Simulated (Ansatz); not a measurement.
**HC8 (slab): density, localisation and related maps**

HC8 (slab), 108 atoms, a = 14.76 Å, b = 14.76 Å, c = 18.00 Å, α = 90.00°, β = 90.00°, γ = 120.00°.

Method: Ansatz, DFT PBE+D3(BJ), scalar-relativistic, plane waves, PAW.

In a PAW calculation such maps are meaningful between the atoms, not at the nuclei.

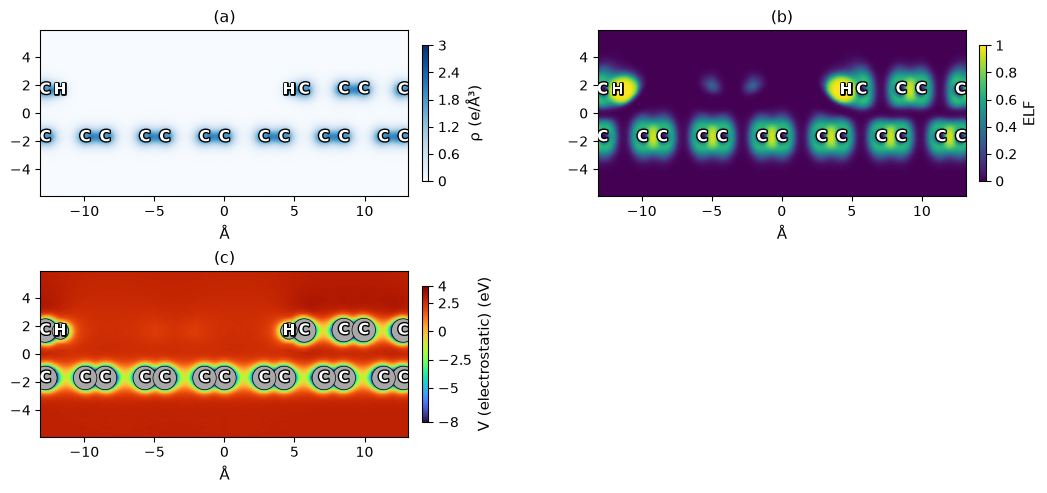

Figure 1. (a) valence charge density (pseudo); (b) ELF; (c) electrostatic potential (local pseudopotential plus Hartree) felt by an electron on the (110) plane of the calculation cell, a cut from vacuum to vacuum. Grey discs cover the atomic cores in the potential map.

Q: Interpret the plot.

A: Atoms in the plane: C and H. C–H (1.09 Å): the density is about 2 e/Å³ at the midpoint; the ELF climbs to about 1 towards the hydrogen, as it does in any bond to H: an ordinary covalent bond to hydrogen. C–C (1.42 Å): ρ is about 2 e/Å³ halfway; the ELF peaks at about 0.95 between the atoms; a covalent bond. The density dies away to nearly zero in the vacuum. Outside the cores the potential energy rises away from the atoms and is highest in the vacuum; its zero is arbitrary.

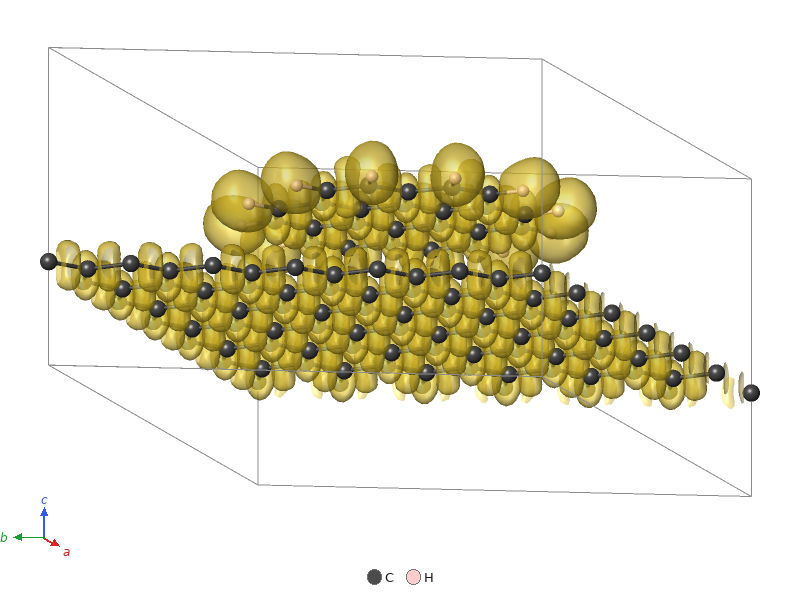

Figure 2. Isosurface of the ELF at 0.75 (yellow), seen at an oblique angle. Core shells and regions of very low density are left out. Sticks mark near contacts.

Q: Identify the bonds, lone pairs and shells in this picture.

A: The surface consists of 138 regions between bonded C–C atoms (shared pairs) and twelve regions around hydrogen nuclei, counted in one cell of 108 atoms. Counts are for one cell; the picture repeats the cell along the surface. Along the contacts the grid gives the following. C–C (1.37 Å): the ELF peaks at about 0.95 between the atoms, as expected for localised, covalent bonding.
